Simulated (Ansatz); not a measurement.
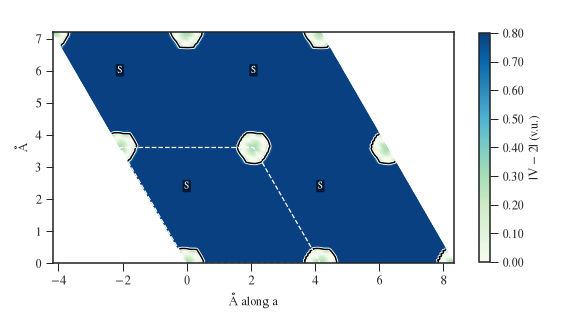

Bond-valence mismatch |V − 2| for Mg2+ in CdS (P6_3mc) on the section z = 0.367 (parallel to a and b; the dashed line is one cell); the black line is the 0.4 v.u. contour, and values above the scale's top are cut off.

At each point the valence sum V of a Mg2+ ion is computed from the anions within 5 Å (s = exp((R0 − d)/b), R0 fitted to published crystal structures with b = 0.37 Å; R0: Mg2+–S 2.186 Å). Points too close to the other cations are excluded (2.1 Å from Cd). Mg2+ is a guest here, not part of the formula. This is an empirical screen for pathways, not an energy calculation.

The cell is taken from a calculation's input that goes back to an entry of the Crystallography Open Database (an earlier step may have relaxed or displaced it).

Space group P6_3mc (No. 186). a = 4.165 Å, b = 4.165 Å, c = 6.766 Å, α = 90.00°, β = 90.00°, γ = 120.00°
```
atom  site  symmetry       x       y       z
  Cd    2b       3m.  0.3333  0.6667  0.9990
   S    2b       3m.  0.3333  0.6667  0.3760
```

In the whole crystal, how are the regions below 0.4 v.u. connected?

The regions form a three-dimensional network.

At which mismatch do paths open?

Already below about 0.06 v.u. the regions form a two-dimensional network in layers parallel to (001). From a mismatch of about 0.30 v.u. the regions form a three-dimensional network. These are grid estimates, good to about 0.1 v.u.
